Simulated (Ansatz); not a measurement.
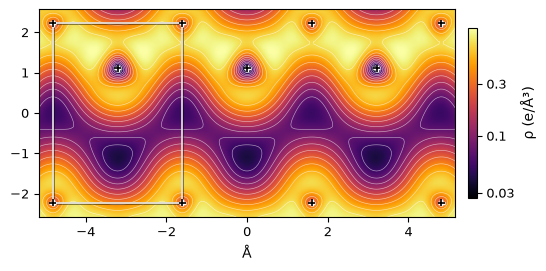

The valence charge density (pseudo) on a plane through atoms (crosses mark nuclei in the plane).

Theory: Ansatz 0.2.0, DFT, PBE, PAW with Ansatz's default frozen-core files, scalar-relativistic.

Candidates:
A. SiO2, a = 4.31 Å, b = 4.31 Å, c = 2.67 Å, α = 90.00°, β = 90.00°, γ = 90.00°. Space group P4₂/mnm; changed on purpose from its base cell (equal xx and yy strain of +3 %, PAW files); not relaxed (largest force 0.4 eV/Å); computed pressure about −6 GPa in this cell.
B. Ta, a = 4.72 Å, b = 4.72 Å, c = 2.80 Å, α = 90.00°, β = 90.00°, γ = 120.00°. Space group R-3m; changed on purpose from its base cell (equal xy, yz and zx shear strains of -2 %, PAW files); computed pressure about 3 GPa in this cell; computed without spin polarisation.
C. BP, a = 3.21 Å, b = 3.21 Å, c = 4.45 Å, α = 90.00°, β = 90.00°, γ = 90.00°. Space group I-4m2; changed on purpose from its base cell (zz strain of -2 %, PAW files); computed pressure about 5 GPa in this cell.

### Which system is this?

Candidate C: BP on the (100) plane of the conventional cell, which holds B and P. B–P (1.95 Å): the density is about 0.91 e/Å³ at the midpoint.
